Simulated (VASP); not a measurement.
# How number of MPI ranks and plane-wave cutoff change a VASP run on SiO2 (Stishovite)

Aim: find what the number of MPI ranks and plane-wave cutoff change for SiO2 (Stishovite), and what they cost. The series runs use PBEsol. The number of MPI ranks tried: 1 ranks; 2 ranks; 4 ranks; 8 ranks. The plane-wave cutoff tried: ENCUT = 240; ENCUT = 300; ENCUT = 360; ENCUT = 400; ENCUT = 460; ENCUT = 520; ENCUT = 640; ENCUT = 800. The start is a cell from a database of measured crystal structures.

Main program and level: VASP 6.6.1; PBEsol; plane waves and PAW (Si, O).

**1. Set-up**

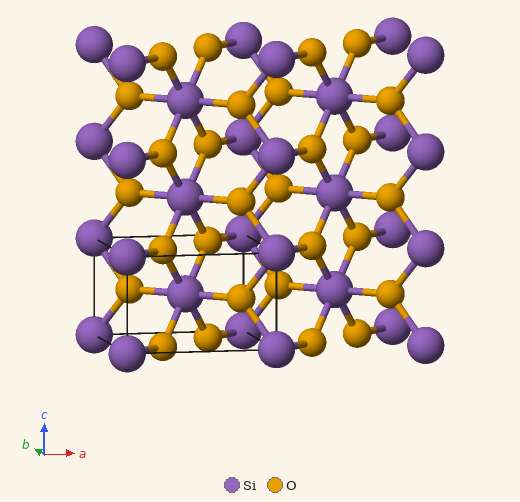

The cell as given, slightly off an axis (silicon purple, oxygen orange). 2×1×3 cells are drawn. Some periodic images of atoms are drawn too.

**2. Number of MPI ranks: 1 ranks**

The same run on more MPI ranks shows how well it scales. PBEsol restores the gradient expansion of exchange and is tuned for the cells of solids.

File INCAR:

```
SYSTEM = SiO2
PREC = Accurate
ENCUT = 520
EDIFF = 1E-06
NELM = 100
ISMEAR = -1
SIGMA = 0.05
LREAL = .FALSE.
ALGO = Normal
GGA = PS
NBANDS = 22
LORBIT = 11
LWAVE = .FALSE.
LCHARG = .FALSE.
ISIF = 2
```

File POSCAR:

```
SiO2
1.0
    4.1773000000      0.0000000000      0.0000000000
    0.0000000000      4.1773000000      0.0000000000
    0.0000000000      0.0000000000      2.6652000000
Si O
2 4
Direct
    0.0000000000      0.0000000000      0.0000000000
    0.5000000000      0.5000000000      0.5000000000
    0.3059000000      0.3059000000      0.0000000000
    0.1941000000      0.8059000000      0.5000000000
    0.6941000000      0.6941000000      0.0000000000
    0.8059000000      0.1941000000      0.5000000000
```

File KPOINTS:

```
Automatic mesh
0
Gamma
5 5 7
0 0 0
```

Potentials, in the order of the species: Si and O (PBE family, release 64).

On the command line:

```sh
$ mpirun -np 1 vasp_std
```

The program printed:

```text
[banner, memory and clock lines left out]
running    1 mpi-ranks, on    1 nodes
 distrk:  each k-point on    1 cores,    1 groups
 distr:  one band on    1 cores,    1 groups

 POSCAR found type information on POSCAR SiO
 POSCAR found :  2 types and       6 ions
|                                                                             |
|               ----> ADVICE to this user running VASP <----                  |
|                                                                             |
|     You enforced a specific xc type in the INCAR file but a different       |
|     [... a line on the potential file left out ...]
|     I HOPE YOU KNOW WHAT YOU ARE DOING!                                     |
|                                                                             |

 LDA part: xc-table for (Slater+PW92), standard interpolation
 POSCAR, INCAR and KPOINTS ok, starting setup
 FFT: planning ... GRIDC
 FFT: planning ... GRID_SOFT
 FFT: planning ... GRID
 WAVECAR not read
 entering main loop
       N       E                     dE             d eps       ncg     rms          rms(c)
DAV:   1     0.149478157472E+03    0.14948E+03   -0.17945E+04  1056   0.140E+03
DAV:   2    -0.459286526327E+02   -0.19541E+03   -0.18725E+03  1310   0.305E+02
DAV:   3    -0.531435814047E+02   -0.72149E+01   -0.71903E+01  1344   0.601E+01
DAV:   4    -0.531960683613E+02   -0.52487E-01   -0.52469E-01  1308   0.589E+00
DAV:   5    -0.531965821487E+02   -0.51379E-03   -0.51375E-03  1338   0.546E-01    0.172E+01
DAV:   6    -0.490067633300E+02    0.41898E+01   -0.14449E+01  1266   0.258E+01    0.816E+00
DAV:   7    -0.489768851422E+02    0.29878E-01   -0.49337E-01  1266   0.461E+00    0.300E+00
DAV:   8    -0.489681190582E+02    0.87661E-02   -0.17862E-02  1278   0.130E+00    0.998E-01
DAV:   9    -0.489683187974E+02   -0.19974E-03   -0.46725E-03  1278   0.670E-01    0.262E-01
DAV:  10    -0.489684192877E+02   -0.10049E-03   -0.31056E-04  1308   0.144E-01    0.363E-02
DAV:  11    -0.489684024586E+02    0.16829E-04   -0.66923E-05  1296   0.606E-02    0.728E-03
DAV:  12    -0.489684025486E+02   -0.90013E-07   -0.52109E-06  1296   0.167E-02
   1 F= -.48968403E+02 E0= -.48968403E+02  d E =-.124857E-10
```

Wall time 7.2 s (1 MPI rank of Intel Xeon 6975P-C (Granite Rapids), shared host); peak memory 0.15 GiB.

Lines that name or quote the potential files are left out of all logs, and their timing lines are given in words.

Parts of OUTCAR (step 2):

```text
ion  position               nearest neighbor table
   1  0.000  0.000  0.000-   4 1.76   6 1.76   4 1.76   6 1.76   5 1.81   3 1.81
   2  0.500  0.500  0.500-   3 1.76   5 1.76   3 1.76   5 1.76   4 1.81   6 1.81
   3  0.306  0.306  0.000-   2 1.76   2 1.76   1 1.81
   4  0.194  0.806  0.500-   1 1.76   1 1.76   2 1.81
   5  0.694  0.694  0.000-   2 1.76   2 1.76   1 1.81
   6  0.806  0.194  0.500-   1 1.76   1 1.76   2 1.81

  LATTYP: Found a simple tetragonal cell.
 ALAT       =     4.1773000000
 C/A-ratio  =     0.6380197735

 Subroutine GETGRP returns: Found 16 space group operations
 (whereof  8 operations were pure point group operations)

The static configuration has the point symmetry D_2h.
 The point group associated with its full space group is D_4h.

 Found     24 irreducible k-points:

   k-points           NKPTS =     24   k-points in BZ     NKDIM =     24   number of bands    NBANDS=     22

   dimension x,y,z NGX =    32 NGY =   32 NGZ =   20
   dimension x,y,z NGXF=    64 NGYF=   64 NGZF=   40

   ENCUT  =  520.0 eV  38.22 Ry    6.18 a.u.   7.77  7.77  4.96*2*pi/ulx,y,z

   NELECT =      32.0000    total number of electrons

 k-points in reciprocal lattice and weights: Automatic mesh
   0.00000000  0.00000000  0.00000000       0.006
   0.20000000  0.00000000  0.00000000       0.023
   0.40000000  0.00000000  0.00000000       0.023
   0.20000000  0.20000000  0.00000000       0.023
   0.40000000  0.20000000  0.00000000       0.046
   0.40000000  0.40000000  0.00000000       0.023
   0.00000000  0.00000000  0.14285714       0.011
   0.20000000  0.00000000  0.14285714       0.046
   0.40000000  0.00000000  0.14285714       0.046
[...]
0.40000000  0.20000000  0.42857143       0.091
   0.40000000  0.40000000  0.42857143       0.046

 average (electrostatic) potential at core
       1 -80.8584       2 -80.8584       3 -66.6922       4 -66.6922       5 -66.6922
       6 -66.6922

 E-fermi :   9.2345

 k-point     1 :       0.0000    0.0000    0.0000
  band No.  band energies     occupation
    ...
     12       5.0198      2.00000
     13       5.6579      2.00000
     14       7.3006      2.00000
     15       7.3006      2.00000
     16       8.1973      2.00000
     17      13.7801      0.00000
     18      14.7269      0.00000
     19      16.5502      0.00000
     20      16.5502      0.00000
     21      19.0527      0.00000
    ...

 k-point     2 :       0.2000    0.0000    0.0000
  band No.  band energies     occupation
    ...
     12       5.1108      2.00000
     13       5.7020      2.00000
     14       6.4727      2.00000
     15       7.2305      2.00000
     16       7.8831      2.00000
     17      14.3861      0.00000
     18      15.0824      0.00000
     19      16.6493      0.00000
     20      16.6715      0.00000
     21      19.6110      0.00000
    ...

 k-point     3 :       0.4000    0.0000    0.0000
  band No.  band energies     occupation
    ...
     12       4.8494      2.00000
     13       5.3422      2.00000
     14       5.5933      2.00000
     15       7.0971      2.00000
     16       7.2621      2.00000
     17      15.5046      0.00000
     18      15.8349      0.00000
     19      16.9206      0.00000
     20      17.1369      0.00000
     21      19.1234      0.00000
    ...

  Total        1.2188114      1.2188114      1.9108428      0.0000000      0.0000000      0.0000000
  in kB       41.9880736     41.9880736     65.8285672      0.0000000      0.0000000      0.0000000
  external PRESSURE =      49.9349048 kB  Pullay stress =       0.0000000 kB

  energy-cutoff  :      520.00
  volume of cell :       46.51
      direct lattice vectors                 reciprocal lattice vectors
     4.177300000  0.000000000  0.000000000     0.239389079  0.000000000  0.000000000
     0.000000000  4.177300000  0.000000000     0.000000000  0.239389079  0.000000000
     0.000000000  0.000000000  2.665200000     0.000000000  0.000000000  0.375206363

 POSITION                                       TOTAL-FORCE (eV/Angst)
 -----------------------------------------------------------------------------------
      0.00000      0.00000      0.00000         0.000000      0.000000      0.000000
      2.08865      2.08865      1.33260         0.000000      0.000000      0.000000
      1.27784      1.27784      0.00000        -0.061223     -0.061223      0.000000
      0.81081      3.36649      1.33260         0.061223     -0.061223      0.000000
      2.89946      2.89946      0.00000         0.061223      0.061223      0.000000
      3.36649      0.81081      1.33260        -0.061223      0.061223      0.000000
 -----------------------------------------------------------------------------------
    total drift:                                0.000000      0.000000     -0.000000

  FREE ENERGIE OF THE ION-ELECTRON SYSTEM (eV)
  ---------------------------------------------------
  free  energy   TOTEN  =       -48.9684025486 eV

  energy  without entropy=      -48.9684025486  energy(sigma->0) =      -48.96840255

 total charge
# of ion       s       p       d       tot
------------------------------------------
    1        0.592   0.885   0.000   1.477
    2        0.592   0.885   0.000   1.477
    3        1.545   3.677   0.000   5.222
    4        1.545   3.677   0.000   5.222
    5        1.545   3.677   0.000   5.222
    6        1.545   3.677   0.000   5.222
--------------------------------------------------
tot          7.365  16.478   0.000  23.843

[... 3 further parts left out ...]
```

The gap is read on the k-mesh alone, so it is an upper bound where the band edges lie off the mesh. The PAW data sets were made with PBE, which is usual practice but a small mismatch for other functionals.

A gap read on the k-mesh alone can miss the band edges.

This step gave:

```
SCF cycles                     : 12
electrons                      : 32
bands                          : 22
irreducible k-points           : 24
symmetry operations            : 16
free energy (TOTEN)            : -48.97 eV
Fermi energy                   : 9.235 eV
pressure                       : 4.993 GPa
metallic                       : no
valence top at k               : 0, 0, 0
conduction bottom at k         : 0, 0, 0
least direct gap at k          : 0, 0, 0
gap on the k-mesh              : 5.583 eV
least direct gap on the k-mesh : 5.583 eV
```

The series starts at -8.1614 eV an atom and 4.99 GPa, after 12 cycles in 7.2 s.

**3. Number of MPI ranks: 2 ranks**

INCAR, as its differences from that of step 2:

```diff
@@ -14,2 +14,3 @@
 LCHARG = .FALSE.
+KPAR = 2
 ISIF = 2
```

POSCAR is that of step 2.

KPOINTS is that of step 2.

On the command line:

```sh
$ mpirun -np 2 vasp_std
```

The program printed:

```text
[banner, memory and clock lines left out]
running    2 mpi-ranks, on    1 nodes
[...]
[... a notice as in an earlier step ...]

 LDA part: xc-table for (Slater+PW92), standard interpolation
 POSCAR, INCAR and KPOINTS ok, starting setup
[...]
entering main loop
       N       E                     dE             d eps       ncg     rms          rms(c)
[... 7 cycles as in an earlier step ...]
DAV:   8    -0.489681190581E+02    0.87661E-02   -0.17862E-02  1278   0.130E+00    0.998E-01
DAV:   9    -0.489683187975E+02   -0.19974E-03   -0.46725E-03  1278   0.670E-01    0.262E-01
DAV:  10    -0.489684192876E+02   -0.10049E-03   -0.31056E-04  1308   0.144E-01    0.363E-02
[... 1 cycle as in an earlier step ...]
DAV:  12    -0.489684025487E+02   -0.90044E-07   -0.52109E-06  1296   0.167E-02
   1 F= -.48968403E+02 E0= -.48968403E+02  d E =-.124857E-10
```

Wall time 4.6 s (2 MPI ranks); peak memory 0.29 GiB.

Parts of OUTCAR (step 3):

```text
  Total        1.2188114      1.2188114      1.9108428      0.0000000      0.0000000      0.0000000
  in kB       41.9880738     41.9880738     65.8285673      0.0000000      0.0000000      0.0000000
  external PRESSURE =      49.9349050 kB  Pullay stress =       0.0000000 kB

 POSITION                                       TOTAL-FORCE (eV/Angst)
 -----------------------------------------------------------------------------------
      0.00000      0.00000      0.00000         0.000000      0.000000      0.000000
      2.08865      2.08865      1.33260         0.000000      0.000000      0.000000
      1.27784      1.27784      0.00000        -0.061223     -0.061223      0.000000
      0.81081      3.36649      1.33260         0.061223     -0.061223      0.000000
      2.89946      2.89946      0.00000         0.061223      0.061223     -0.000000
      3.36649      0.81081      1.33260        -0.061223      0.061223     -0.000000
 -----------------------------------------------------------------------------------
    total drift:                                0.000000      0.000000     -0.000000

  FREE ENERGIE OF THE ION-ELECTRON SYSTEM (eV)
  ---------------------------------------------------
  free  energy   TOTEN  =       -48.9684025487 eV

  energy  without entropy=      -48.9684025487  energy(sigma->0) =      -48.96840255

[... 2 parts as in an earlier step ...]

[... 1 further part left out ...]
[key lines of the parts left out:]
E-fermi :   9.2345
```

Against the first of the series the energy stays within 0.01 meV an atom and the pressure within 0.01 GPa, after 12 cycles in 4.6 s.

**4. Number of MPI ranks: 4 ranks**

INCAR, as its differences from that of step 3:

```diff
@@ -14,3 +14,3 @@
 LCHARG = .FALSE.
-KPAR = 2
+KPAR = 4
 ISIF = 2
```

POSCAR is that of step 3.

KPOINTS is that of step 3.

On the command line:

```sh
$ mpirun -np 4 vasp_std
```

The program printed:

```text
[banner, memory and clock lines left out]
running    4 mpi-ranks, on    1 nodes
[...]
[... a notice as in an earlier step ...]

 LDA part: xc-table for (Slater+PW92), standard interpolation
 POSCAR, INCAR and KPOINTS ok, starting setup
[...]
entering main loop
       N       E                     dE             d eps       ncg     rms          rms(c)
[... 6 cycles as in an earlier step ...]
DAV:   7    -0.489768851423E+02    0.29878E-01   -0.49337E-01  1266   0.461E+00    0.300E+00
[... 3 cycles as in an earlier step ...]
DAV:  11    -0.489684024587E+02    0.16829E-04   -0.66923E-05  1296   0.606E-02    0.728E-03
DAV:  12    -0.489684025487E+02   -0.89943E-07   -0.52109E-06  1296   0.167E-02
   1 F= -.48968403E+02 E0= -.48968403E+02  d E =-.124857E-10
```

Wall time 3 s (4 MPI ranks); peak memory 0.6 GiB.

OUTCAR, selected parts (step 4):

```text
  Total        1.2188113      1.2188113      1.9108428      0.0000000      0.0000000      0.0000000
  in kB       41.9880720     41.9880720     65.8285675      0.0000000      0.0000000      0.0000000
  external PRESSURE =      49.9349038 kB  Pullay stress =       0.0000000 kB

 POSITION                                       TOTAL-FORCE (eV/Angst)
 -----------------------------------------------------------------------------------
      0.00000      0.00000      0.00000         0.000000      0.000000      0.000000
      2.08865      2.08865      1.33260         0.000000      0.000000      0.000000
      1.27784      1.27784      0.00000        -0.061223     -0.061223     -0.000000
      0.81081      3.36649      1.33260         0.061223     -0.061223     -0.000000
      2.89946      2.89946      0.00000         0.061223      0.061223      0.000000
      3.36649      0.81081      1.33260        -0.061223      0.061223      0.000000
 -----------------------------------------------------------------------------------
    total drift:                                0.000000      0.000000     -0.000000

[... 4 parts as in an earlier step ...]

[... 1 further part left out ...]
[key lines of the parts left out:]
E-fermi :   9.2345
```

Against the first of the series the energy stays within 0.01 meV an atom and the pressure within 0.01 GPa, after 12 cycles in 3 s.

**5. Number of MPI ranks: 8 ranks**

INCAR, as its differences from that of step 4:

```diff
@@ -14,3 +14,3 @@
 LCHARG = .FALSE.
-KPAR = 4
+KPAR = 8
 ISIF = 2
```

POSCAR is that of step 4.

KPOINTS is that of step 4.

On the command line:

```sh
$ mpirun -np 8 vasp_std
```

The program printed:

```text
[banner, memory and clock lines left out]
running    8 mpi-ranks, on    1 nodes
[...]
|                                                                             |
|           W    W    AA    RRRRR   N    N  II  N    N   GGGG   !!!           |
|           W    W   A  A   R    R  NN   N  II  NN   N  G    G  !!!           |
|           W    W  A    A  R    R  N N  N  II  N N  N  G       !!!           |
|           W WW W  AAAAAA  RRRRR   N  N N  II  N  N N  G  GGG   !            |
|           WW  WW  A    A  R   R   N   NN  II  N   NN  G    G                |
|           W    W  A    A  R    R  N    N  II  N    N   GGGG   !!!           |
|                                                                             |
|     For optimal performance we recommend to set                             |
|       NCORE = 2 up to number-of-cores-per-socket                            |
|     NCORE specifies how many cores store one orbital (NPAR=cpu/NCORE).      |
|     This setting can greatly improve the performance of VASP for DFT.       |
|     The default, NCORE=1 might be grossly inefficient on modern             |
|     multi-core architectures or massively parallel machines. Do your        |
|     Unfortunately you need to use the default for GW and RPA                |
|     calculations (for HF NCORE is supported but not extensively tested      |
|     yet).                                                                   |
|                                                                             |

 [... a notice as in an earlier step ...]

 LDA part: xc-table for (Slater+PW92), standard interpolation
 POSCAR, INCAR and KPOINTS ok, starting setup
[...]
entering main loop
       N       E                     dE             d eps       ncg     rms          rms(c)
[... 11 cycles as in an earlier step ...]
DAV:  12    -0.489684025486E+02   -0.89944E-07   -0.52109E-06  1296   0.167E-02
   1 F= -.48968403E+02 E0= -.48968403E+02  d E =-.124857E-10
```

Run time: 2.6 s. Hardware: 8 MPI ranks; peak memory 1.2 GiB.

Parts of OUTCAR (step 5):

```text
  Total        1.2188114      1.2188114      1.9108428      0.0000000      0.0000000      0.0000000
  in kB       41.9880724     41.9880724     65.8285677      0.0000000      0.0000000      0.0000000
  external PRESSURE =      49.9349041 kB  Pullay stress =       0.0000000 kB

 POSITION                                       TOTAL-FORCE (eV/Angst)
 -----------------------------------------------------------------------------------
      0.00000      0.00000      0.00000        -0.000000      0.000000      0.000000
      2.08865      2.08865      1.33260        -0.000000      0.000000      0.000000
      1.27784      1.27784      0.00000        -0.061223     -0.061223     -0.000000
      0.81081      3.36649      1.33260         0.061223     -0.061223     -0.000000
      2.89946      2.89946      0.00000         0.061223      0.061223      0.000000
      3.36649      0.81081      1.33260        -0.061223      0.061223      0.000000
 -----------------------------------------------------------------------------------
    total drift:                                0.000000      0.000000     -0.000000

[... 4 parts as in an earlier step ...]

[... 1 further part left out ...]
[key lines of the parts left out:]
E-fermi :   9.2345
```

Against the first of the series the energy stays within 0.01 meV an atom and the pressure within 0.01 GPa, after 12 cycles in 2.6 s.

**6. The number of MPI ranks series as a table**

This step: convergence of PBEsol results with the layout; plane waves and PAW (VASP 6.6.1).

No new run; the numbers come from the runs before.

Differences are taken from the run with 1 ranks. Results of the series, by row:

```
setting     status  energy less the reference (meV/atom)  pressure (GPa)  largest force difference (meV/Å)  gap (eV)  SCF cycles  wall time (s)
1 ranks  converged                                     0           4.993                                 0     5.583          12            7.2
2 ranks  converged                                     0           4.993                                 0     5.583          12            4.6
4 ranks  converged                                     0           4.993                                 0     5.583          12              3
8 ranks  converged                                     0           4.993                                 0     5.583          12            2.6
```

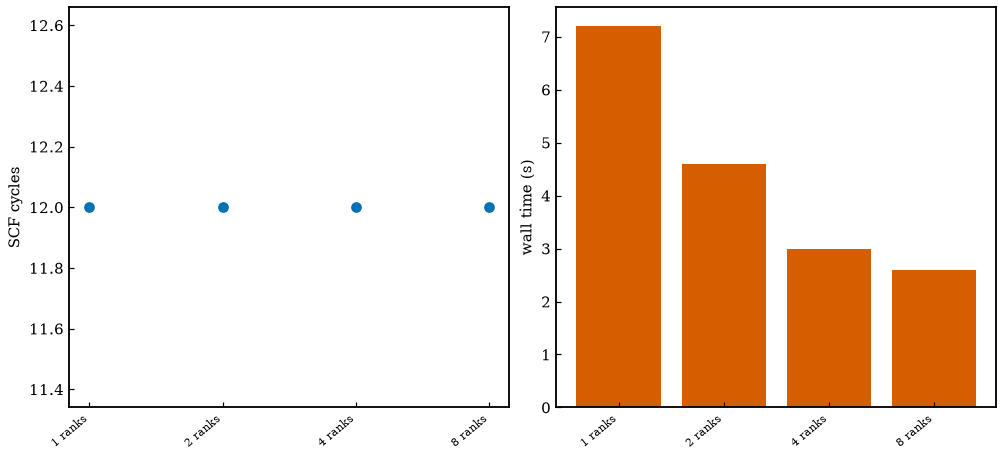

The SCF cycles and the wall time by setting.

(Part 1 of 3 ends here.)

[Lines on the potential files, build, host, timing and source positions are cut from VASP's logs without a mark.]

[Logs are printed without paths, hosts, clocks, repeated set-up lines and the standing remarks that a program may print on its own settings, such as how far it seeks lower states.]

[Hosts, paths, dates, database ids (printed as entryN), source tags and the programs' standing remarks are cut or masked in the printed files.]

[A measured line is paired with the nearest computed mode of its activity, which favours agreement.]
